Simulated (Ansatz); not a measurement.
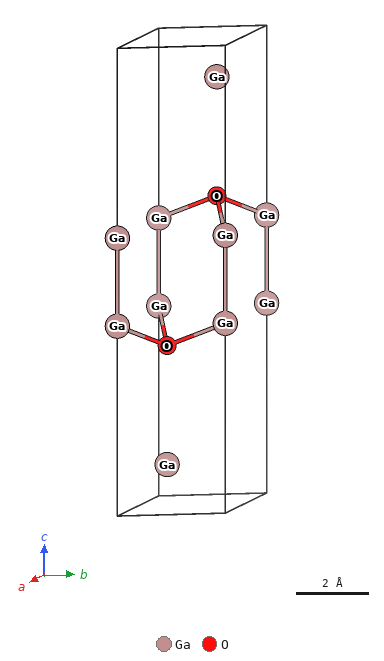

Lattice vibrations of solid Ga2O (a generated structure), space group P-3m1 (No. 164), at the zone centre. A ball-and-stick model of the cell of the calculation, seen slightly off an axis.

The calculation used DFT PBE, scalar-relativistic, plane waves, PAW in Ansatz 0.2.0. (plane-wave cutoff 420 eV; k-point mesh 12 × 12 × 4; occupations fermi dirac; smearing width 0.15 eV; no spin polarisation)

The frequencies depend somewhat on the k-mesh and the smearing.

Which optical modes does it have, at what frequencies, and is it stable there?

The calculation's cell holds 6 atoms, so there are 15 optical modes, in 10 levels. The optical modes span 2E_u + 2A₂u + 3E_g + 3A₁g. The lowest is so near zero that its sign isn't certain.

| level | symmetry | frequency (cm⁻¹) | activity |
| --- | --- | --- | --- |
| 1 | E_u | 14 | infrared-active |
| 2 | A₂u | 18 | infrared-active |
| 3 | E_g | 28 | Raman-active |
| 4 | E_g | 73 | Raman-active |
| 5 | A₁g | 101 | Raman-active |
| 6 | A₁g | 187 | Raman-active |
| 7 | A₂u | 438 | infrared-active |
| 8 | E_g | 456 | Raman-active |
| 9 | E_u | 458 | infrared-active |
| 10 | A₁g | 484 | Raman-active |

The crystal is a metal, so free carriers screen the infrared response.

The modes drawn as arrows (one member of each degenerate set), 6 of the levels:

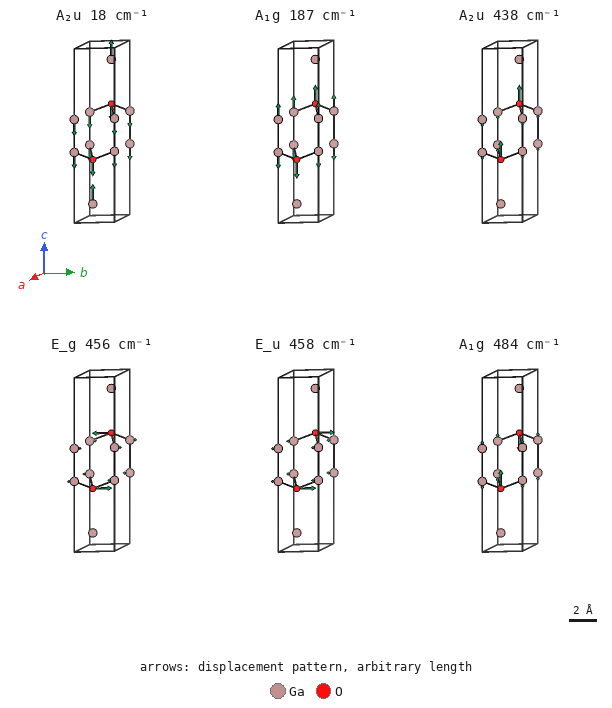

Limits of the set-up: layers or molecules are held without a dispersion correction, so their spacing is unreliable.
